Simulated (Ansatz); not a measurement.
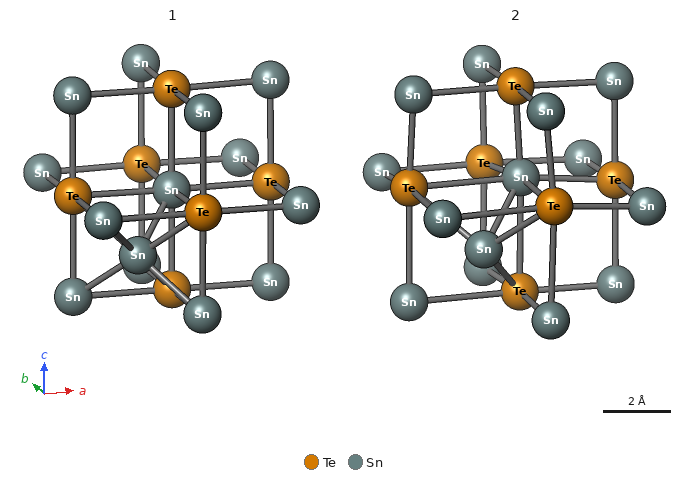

Two geometries of a defect cell of composition Te32Sn33 (cell charge +2), drawn at one scale. One is the start of a relaxation, the other its converged end. Style: ball-and-stick. Shown: the atoms within 5.0 Å of the atom that moves most (axes of the cell of the calculation (origin shifted)), slightly off an axis.

Computed with Ansatz, DFT, PBEsol, PAW, plane waves. (plane-wave cutoff 420 eV; k-point mesh 1 × 1 × 1; mesh shifted by (0.25, 0.25, 0.25); no spin polarisation; atoms relaxed in a fixed cell; force threshold 0.03 eV/Å; at most 80 steps)

Question: Which one is relaxed?

Answer: Structure 2 is the relaxed one. Over 6 geometry steps the energy falls by 3.112 eV per cell of the calculation. The largest force component goes from 1.8 to 0.021 eV/Å. The atom that moves furthest is a Sn atom (0.49 Å along [1 1 1]). By element the largest moves are Sn 0.49 Å, Te 0.35 Å. The lattice vectors keep their values. Some distances before and after: Sn–Te 3.114 → 3.558 Å, Sn–Te 3.145 → 3.545 Å, Sn–Te 3.160 → 3.558 Å, Sn–Sn 2.688 → 3.076 Å. Among the angles between lasting bonds that change: Te–Sn–Te 88.9° → 99.2°, Te–Sn–Te 89.8° → 99.1°, Te–Sn–Sn 126.5° → 118.5°.

Limits of the set-up: the cell is charged, on a uniform background, and energies carry no finite-size correction.
